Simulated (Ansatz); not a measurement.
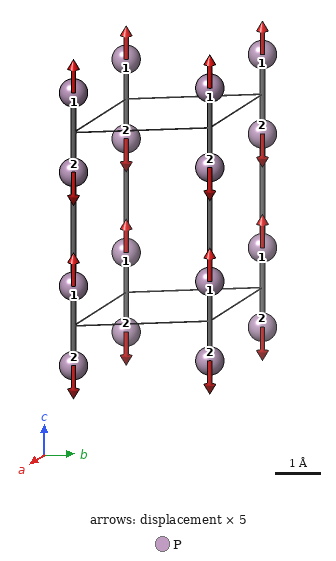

A relaxation of crystalline P (a generated structure, set up in P6/mmm) (coarse preliminary run). The starting structure is drawn; red arrows show the displacements (the part carried along by the change of the cell is left out), magnified 5 times.

A ball-and-stick model of the cell of the calculation, seen slightly off an axis.

Level of theory: Ansatz, DFT PBE, scalar-relativistic, plane waves, PAW.

Input file:
```yaml
crystal:
  lattice:
    - [3.10050507, 0.0, 0.0]
    - [-1.55025254, 2.68511616, 0.0]
    - [0.0, 0.0, 4.52190837]
  atoms:
    - { symbol: P, position: [0.0, 0.0, 0.20558736] }
    - { symbol: P, position: [0.0, 0.0, 0.79441264] }
basis:
  ecutwfc: 420
kpoints:
  mp_grid: { grid: [6, 6, 4] }
hamiltonian:
  xc: pbe
scf:
  occupations: { method: gaussian, width: 0.1 }
  lower_state_search: "off"
output:
  forces: true
  stress: true
  eigenvalues: true
relax:
  adjacent_minimum: "off"
  f_tol: 0.04
  max_steps: 70
  cell: { stress_tol: 0.4 }
```

Run as
```bash
ansatz run input.yaml --threads 1 --pin off --max-ram 2048MiB --backend cpu --events-out ev --progress --plain --runs-dir out
```

> What did the optimiser do to the structure, and how much energy did it gain?

After 9 accepted moves (12 points after the start) the energy has fallen by 786 meV per atom. The largest force component goes from 5.8 to 0.00011 eV/Å. The pressure goes from 11.67 to 0.02 GPa. The line search rejected the trial steps at points 6, 8 of the run. The SCF was repeated once at an unchanged geometry on a basis and grid sized afresh for the cell, which shifted the energy by less than 0.05 meV per atom at most. The largest moves relative to the cell, 0.16 Å, are those of P1 and P2. P1 goes along +c. The volume changes by −21.7 %, with a = b 3.101 → 2.652 Å (−14.5 %), c 4.522 → 4.844 Å (+7.1 %). Among the contacts that change: P1–P2 1.859 → 2.310 Å, P1–P1 3.101 → 2.652 Å, P1–P2 (another image) 2.663 → 2.534 Å. The space group stays P6/mmm (No. 191). Cost: 7.9 s on 1 thread of Arm Neoverse V2 (shared host), peak memory 0.27 GiB.
